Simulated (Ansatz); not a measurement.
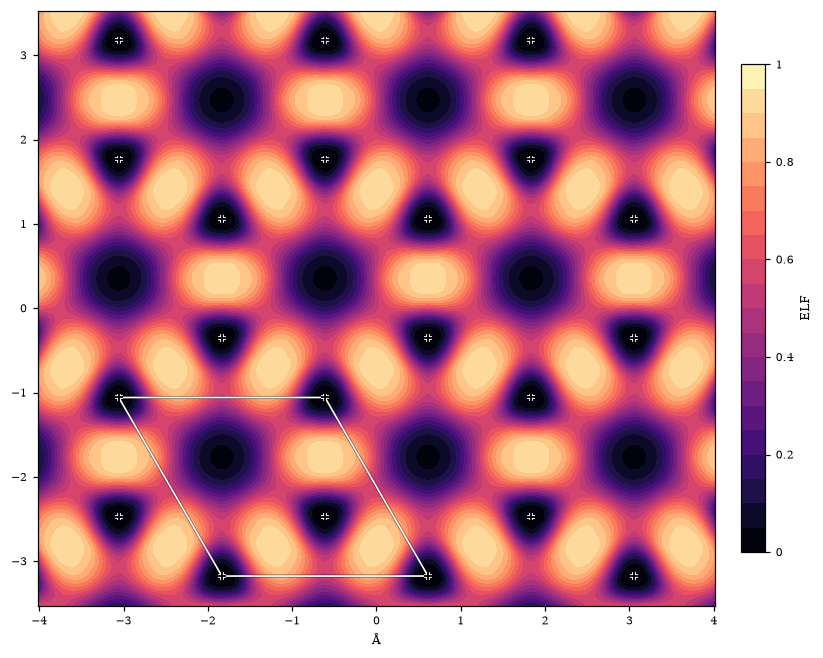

The ELF on a plane through atoms (crosses mark nuclei in the plane).

All numbers below come from DFT LDA, scalar-relativistic, plane waves, PAW (Ansatz 0.2.0).

Candidates:
A. AlCu$_{3}$, a = 3.59 Å, b = 3.59 Å, c = 3.59 Å, α = 90.00°, β = 90.00°, γ = 90.00°. Space group Pm-3m; a structure from a database of computed crystals, not necessarily the ambient phase; computed without spin polarisation.
B. Ta$_{2}$Si, a = 6.09 Å, b = 6.09 Å, c = 5.01 Å, α = 90.00°, β = 90.00°, γ = 90.00°. Space group I4/mcm; a structure from a database of computed crystals, not necessarily the ambient phase.
C. C, a = 2.45 Å, b = 2.45 Å, c = 9.92 Å, α = 90.00°, β = 90.00°, γ = 120.00°. Space group R-3m.

**Which system is this?**

Candidate C: C on the (001) plane of the conventional cell, which holds C. C–C (1.41 Å): the ELF peaks at about 0.95 between the atoms, as expected for localised, covalent bonding.
